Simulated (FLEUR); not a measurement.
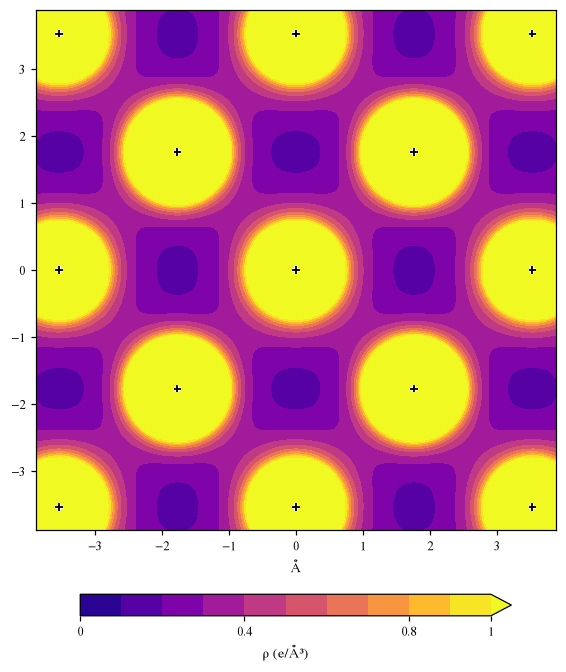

The electron density on a plane through atoms (crosses mark nuclei in the plane).

Level of theory: Kohn-Sham DFT of a periodic cell, LDA, all-electron in FLEUR.

Candidates:
A. Ni3Ge, a = 3.53 Å, b = 3.53 Å, c = 3.53 Å, α = 90.00°, β = 90.00°, γ = 90.00°. Space group Pm-3m; a structure from a database of computed crystals, not necessarily the ambient phase; spin-polarised.
B. Si, a = 3.83 Å, b = 3.83 Å, c = 6.33 Å, α = 90.00°, β = 90.00°, γ = 120.00°. Space group P6₃/mmc; a structure from a database of computed crystals, not necessarily the ambient phase.
C. Ge, a = 2.98 Å, b = 5.19 Å, c = 4.73 Å, α = 90.00°, β = 90.00°, γ = 90.00°. Space group Cmcm; a structure from a database of computed crystals, not necessarily the ambient phase.

Question: Which system is this?

Answer: Candidate A: Ni3Ge on the (001) plane of the conventional cell, which holds Ge and Ni. Ni–Ge (2.50 Å): the density is about 0.36 e/Å³ at the midpoint.
